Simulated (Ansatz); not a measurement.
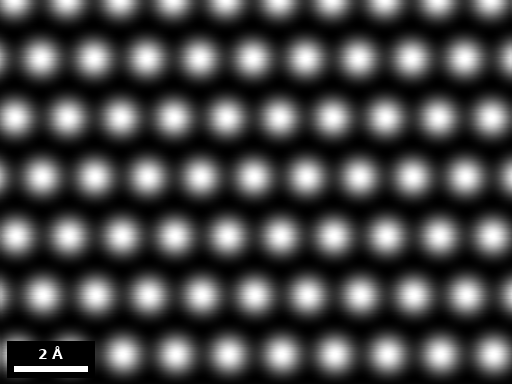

HAADF-like image of a crystal. Simulated incoherent Z contrast: every atom adds Z^1.6 spread by a probe of 0.83 Å full width; channelling and multiple scattering are left out. The probe carries 25 % of its weight in a tail 2.5 times as wide. A slight drift was added.

Give the net of the columns and its spacings.

The pattern repeats on a centred rectangular net of 1.4 × 3.2 Å.

Which plane group does this projection have?

c2mm: perpendicular mirror lines on a centred net, with further twofold points between them.

How many columns does the smallest repeating cell hold, and how many levels of brightness?

1 column in the primitive cell of 2.3 Å², all of one brightness.

The crystal is Al (Im-3m, No. 229) seen along [210]. Structure: the end point of a relaxation with DFT, PBE, plane waves (420 eV) with PAW, scalar-relativistic (Ansatz 0.2.0); the starting structure was generated, so it need not be a known form of this composition.
